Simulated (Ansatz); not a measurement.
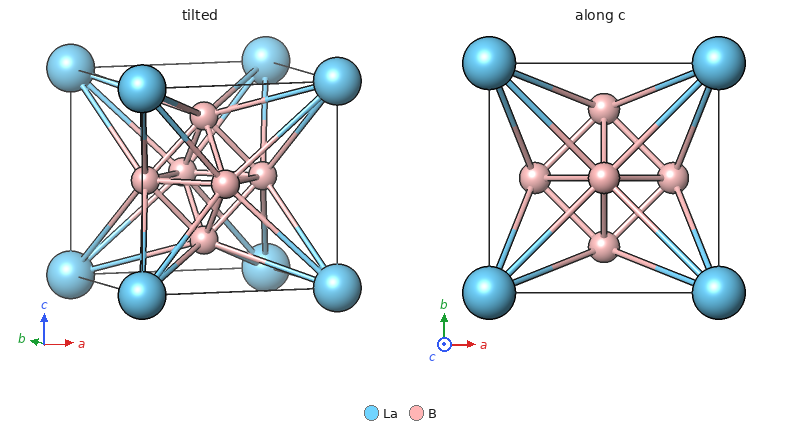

The crystal in a ball-and-stick representation, seen slightly off an axis and along the c axis. The edges of the conventional unit cell are marked.

LaB$_{6}$, CaB₆ type, space group Pm-3m (No. 221), a = 4.155 Å, b = 4.155 Å, c = 4.155 Å, α = 90.00°, β = 90.00°, γ = 90.00°. Origin of the cell: a structure type known for this compound. Earlier steps of the study may have refined or changed the cell and positions. Ansatz was used for an electronic-structure calculation on it.

This one geometry was computed with Ansatz (DFT, plane waves, PAW) at four levels of theory: LDA, PBE with spin-orbit coupling, r2SCAN and PBEsol.

Question: Which level gives the highest pressure at this volume, and what does that say about its equilibrium volume?

Answer: Highest: PBE with spin-orbit coupling (0.0 GPa) and r2SCAN (-0.4 GPa), which points to the largest equilibrium volume. Lowest, with the smallest volume: LDA (-7.4 GPa). Levels within 0.5 GPa of each other can't be told apart.

Question: How does the band gap change with the level of theory?

Answer: All levels give a metal.

Question: Collect the results in a table.

Answer:
| level | cutoff (eV) | k-mesh of the run's cell | gap (eV) | pressure (GPa) |
| --- | --- | --- | --- | --- |
| LDA | 420 | 8×8×8 | metal | -7.4 |
| PBE with spin-orbit coupling | 420 | 8×8×8 | metal | 0.0 |
| r2SCAN | 500 | 8×8×8 | metal | -0.4 |
| PBEsol | 420 | 8×8×8 | metal | -3.2 |

Gaps are taken on the k-mesh or band path of each run.
